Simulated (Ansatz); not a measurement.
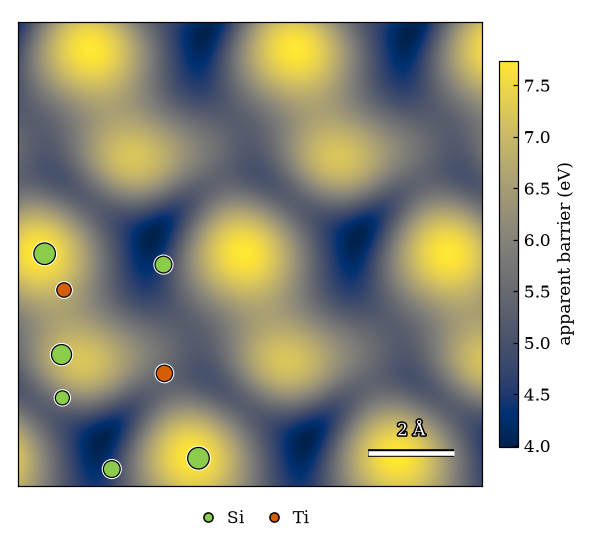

Map of the apparent barrier height, 0.952 eV Å² × (d ln I/dz)², 3.0 Å above TiSi2(111) (Fddd bulk, 10 atomic planes (those closer than 0.6 Å count as one), 11 Å, Si-terminated, slab composition Si7Ti3) at −0.25 V; lighter colours are higher.

The STM signal is simulated in the Tersoff–Hamann approximation. Bias windows are sharp sums over the levels of the k mesh.

Computed with Ansatz, DFT LDA, scalar-relativistic, plane waves, PAW. Cutoff 420 eV, 13 × 13 k-points, Gaussian smearing 0.1 eV, dipole correction. The slab is a cut without reconstruction beyond its cell, at the source's lattice constants, with its lower half held fixed and the rest relaxed. No spin polarisation. The run warns that the functional's potential is rough in the thin density of the vacuum, where the tip is; weak contrasts and barriers may feel it.

Q: Where is the apparent barrier highest and lowest, and over what range?

A: It is highest, 7.7 eV, over the top Si atoms with 4 neighbours, and lowest, 4.0 eV, over points just beside the Si atoms 1.3 Å below the top plane. The vacuum level lies 5.11 eV above zero bias. The high values lie on or round the bright spots: there the density falls fastest, as the corrugation dies out with height.
